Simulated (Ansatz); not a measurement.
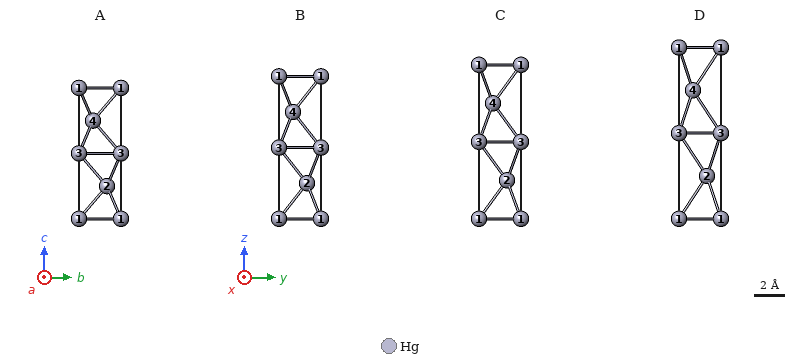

A scan of crystalline Hg (P6_3/mmc) along one coordinate. x, y and z are the Cartesian axes of the input. A ball-and-stick model of the cell of the calculation, repeated 1 × 1 × 1 with one cell outlined, seen along the a axis.

Theory: Ansatz 0.2.0, DFT PBE+D3(BJ), scalar-relativistic, plane waves, PAW. Settings: plane-wave cutoff 420 eV; k-point mesh 18 × 18 × 6; occupations gaussian; smearing width 0.15 eV; no spin polarisation. Energies (free energies at the smearing named) are counted from the relaxed crystal.

### What is being scanned?

The cell is strained along z alone, with the atoms kept at their fractional coordinates. In the frames the strain is −0.15 (A), −0.075 (B), 0.00 (C), 0.1125 (D). Their energies are 60.7 meV/atom, 9.7 meV/atom, 0.0 meV/atom, 22.5 meV/atom.
